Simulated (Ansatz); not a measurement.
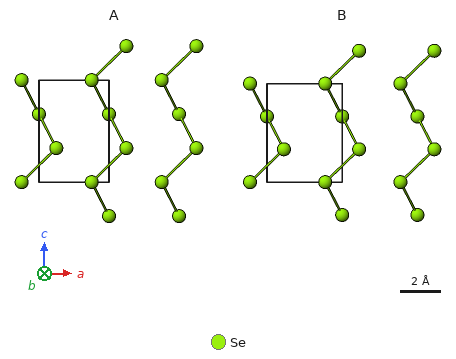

Two geometries of a crystal of Se (set up in P3_121), drawn at one scale. One is the start of a relaxation, the other its converged end. Style: ball-and-stick. Shown: the cell of the calculation, repeated 2 × 1 × 1 with one cell outlined, along the b axis.

All numbers below come from DFT PBE+D3(BJ), scalar-relativistic, plane waves, PAW (Ansatz). (plane-wave cutoff 420 eV; k-point mesh 6 × 6 × 6; occupations gaussian; smearing width 0.02 eV; no spin polarisation; cell and atoms relaxed; force threshold 0.005 eV/Å; at most 80 steps)

Question: Which one is relaxed?

Answer: Structure A is the relaxed one. After 4 accepted moves (5 points after the start) the energy has fallen by 71.8 meV per cell of the calculation. Largest force component: 0.42 eV/Å at the start, 0.0035 eV/Å at the end. The pressure goes from 0.73 to 0.01 GPa. The SCF was repeated once at an unchanged geometry on a basis and grid sized afresh for the cell, which shifted the energy by 0.5 meV per cell of the calculation at most. The largest moves relative to the cell, 0.090 Å, are those of Se atoms. The drawn cell changes as follows: a = b 4.366 → 4.066 Å (−6.9 %), c 4.954 → 5.127 Å (+3.5 %); the volume changes by −10.2 %. Among the contacts that change: Se–Se 2.373 → 2.442 Å. The space group stays P3_121 (No. 152).
